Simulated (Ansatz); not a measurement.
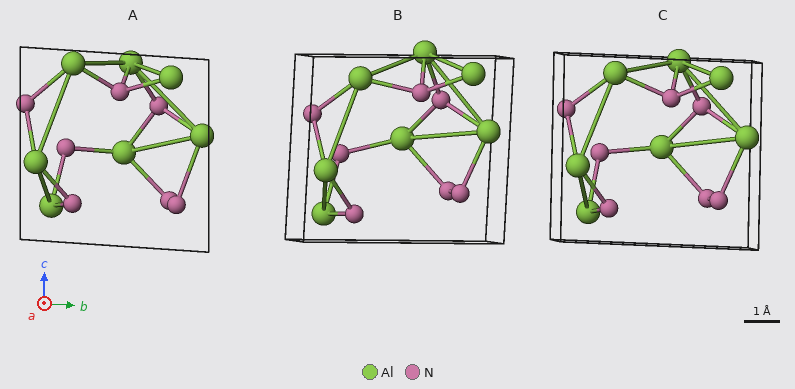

3 geometries from one relaxation of an amorphous cell of composition AlN (coarse preliminary run), in shuffled order. A ball-and-stick model of the cell of the calculation, reduced to other axes, seen along the a axis. Lengths and directions refer to the drawn axes.

Case: the quenched liquid.

Computed with DFT PBE, scalar-relativistic, plane waves, PAW (Ansatz 0.2.0). Set-up: plane-wave cutoff 420 eV; k-point mesh 2 × 2 × 2; occupations gaussian; smearing width 0.1 eV; mesh shifted by (0.5, 0.5, 0.5); no spin polarisation; cell and atoms relaxed; force threshold 0.04 eV/Å; at most 70 steps.

**Put them in the order of the run, from the start to the converged end.**

A, C, B. They are steps 0, 3, 15, at +144 meV per atom, +65.5 meV per atom relative to the last. Over 11 accepted moves (15 points after the start) the energy falls by 144 meV per atom. Largest force component: 1.5 eV/Å at the start, 0.037 eV/Å at the end. The pressure goes from 2.48 to 0.05 GPa. The line search rejected the trial steps at points 6, 9 of the run. At 2 points the geometry stayed and the basis and grid were re-selected for the new cell (energy shift of 7.9 meV per atom at most each time). An N atom moves most relative to the cell: 0.56 Å roughly along [−2 0 −1]. By element the largest moves are N 0.56 Å, Al 0.52 Å. The volume changes by +0.9 %, with a 5.226 → 5.225 Å (0.0 %), b 5.505 → 5.866 Å (+6.6 %), c 5.611 → 5.414 Å (−3.5 %), α 93.9° → 87.6°, β 91.6° → 93.0°, γ 90.3° → 78.9°. Among the contacts that change: Al–N 2.622 → 1.914 Å, Al–Al 2.752 → 3.199 Å, Al–N 2.486 → 2.039 Å, Al–Al 2.764 → 3.081 Å. New bonds form: Al–N (2.62 → 1.91 Å). Bond angles that change, for instance: N–Al–N 97.7° → 126.8°, Al–N–Al 109.1° → 137.3°, N–Al–N 107.1° → 131.2°.

Limits of the set-up: the periodic images lie only 5.2 Å apart, so the values are limited by the cell's size.
